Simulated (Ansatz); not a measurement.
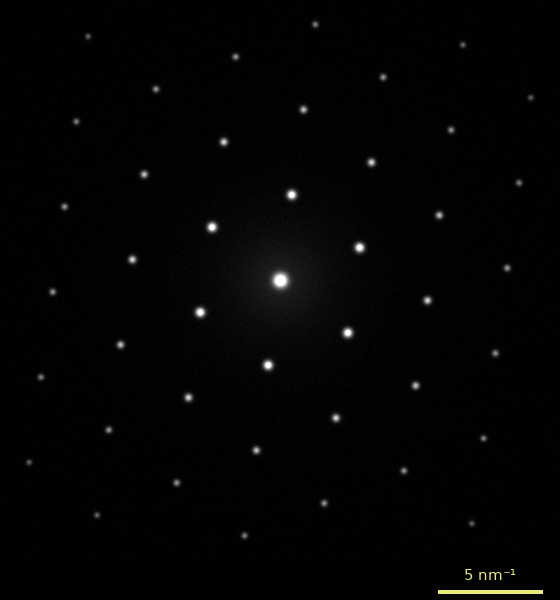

Simulated selected-area electron diffraction pattern (120 kV, kinematic approximation, thin crystal, B = 1 Å² for all atoms).

### Read the repeat vectors of the pattern off the scale bar.

The spots form a hexagonal net with both shortest vectors at d = 2.41 Å, 60.0° apart.

### What is the point symmetry of the pattern, intensities included?

6mm. A zero-layer kinematic pattern is always centrosymmetric (Friedel's law). Such a pattern arises along the three- or sixfold axis of a trigonal, hexagonal or cubic crystal.

### Which crystal and zone produced it?

This cannot be fixed from one zone alone; the pattern is [111] of Ge, space group Im-3m (No. 229), a = 3.411 Å. The net vectors are -1 1 0 and -1 0 1. Structure: coordinates from a relaxation with DFT, RPBE, plane waves (420 eV) with PAW, scalar-relativistic (Ansatz 0.2.0); the starting structure was generated, so it need not be a known form of this composition.
